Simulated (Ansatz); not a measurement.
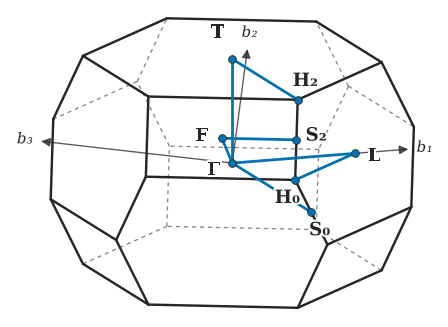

The first Brillouin zone and its special points. Crystal: Sc, the end point of a relaxation with DFT r2SCAN, scalar-relativistic, plane waves, PAW (Ansatz 0.2.0); the starting structure was generated, so it need not be a known form of this composition. Symmetry computed with spglib at a tolerance of 0.002 Å; standard conventional cell.

Space group R-3m, No. 166, hexagonal axes; a = 7.090 Å, b = 7.090 Å, c = 24.907 Å, α = 90.00°, β = 90.00°, γ = 120.00°.

Labels and path follow the convention of Hinuma et al. (2017), as computed by seekpath; the arrows show the directions of the reciprocal primitive vectors b₁, b₂, b₃, in which coordinates are given; lengths include the factor 2π.

List the special points with their coordinates and distances from Γ.

```json
{"point": "Γ", "k₁": "0", "k₂": "0", "k₃": "0", "length of k (1/Å)": "0.000"}
{"point": "T", "k₁": "1/2", "k₂": "1/2", "k₃": "1/2", "length of k (1/Å)": "0.378"}
{"point": "L", "k₁": "1/2", "k₂": "0", "k₃": "0", "length of k (1/Å)": "0.527"}
{"point": "F", "k₁": "1/2", "k₂": "0", "k₃": "1/2", "length of k (1/Å)": "0.570"}
{"point": "S₀", "k₁": "0.354", "k₂": "−0.354", "k₃": "0", "length of k (1/Å)": "0.627"}
{"point": "S₂", "k₁": "0.646", "k₂": "0", "k₃": "0.354", "length of k (1/Å)": "0.627"}
{"point": "H₀", "k₁": "1/2", "k₂": "−0.207", "k₃": "0.207", "length of k (1/Å)": "0.642"}
{"point": "H₂", "k₁": "0.793", "k₂": "0.207", "k₃": "1/2", "length of k (1/Å)": "0.642"}
```

What is the zone's volume?

(2π)³ over the primitive cell's volume of 361.42 Å³: 0.686 Å⁻³.
